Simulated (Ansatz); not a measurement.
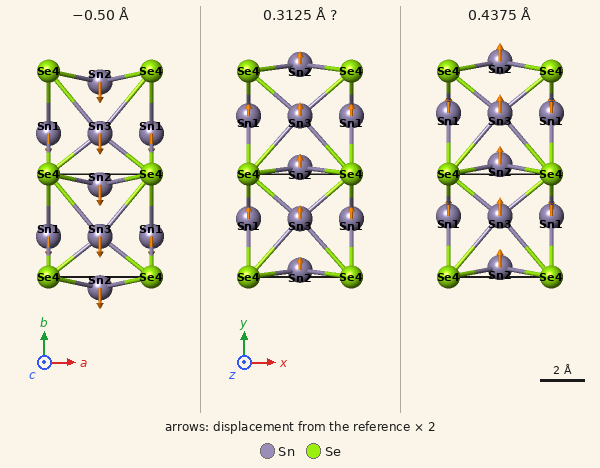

A scan of crystalline Sn₃Se (Pm-3m): the whole Sn sublattice is shifted rigidly, along Cartesian [0 1 0], all else fixed. Style: ball-and-stick. Shown: the cell of the calculation, repeated 1 × 2 × 2 with one cell outlined, along the c axis. Orange arrows: displacements from the reference.

Computed with DFT PBE, scalar-relativistic, plane waves, PAW (Ansatz). Set-up: plane-wave cutoff 420 eV; k-point mesh 10 × 10 × 10; occupations gaussian; smearing width 0.15 eV; no spin polarisation. Energies (free energies at the smearing named) are counted from the relaxed crystal.

| displacement (Å) | energy change (meV/cell) |
| --- | --- |
| −0.5000 | 15.3 |
| −0.2500 | 0.5 |
| 0.0000 | 0.0 |
| 0.1250 | −0.1 |
| 0.3125 | ? |
| 0.3750 | 4.4 |
| 0.4375 | 8.7 |

> Fill in the missing row.

A straight line between the two neighbours gives 3.3 meV/cell. A cubic through the four nearest rows (0.0000, 0.1250, 0.3750, 0.4375) gives, with Lagrange weights, (−0.0714)(0.0) + (0.2500)(−0.1) + (1.2500)(4.4) + (−0.4286)(8.7) = 1.7 meV/cell. The calculation gives 1.8 meV/cell, so the cubic is 0.1 meV/cell too low and the straight line 1.5 meV/cell too high, as the curve bends upwards here.

The whole profile:

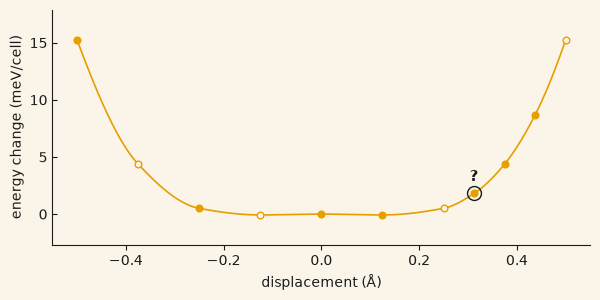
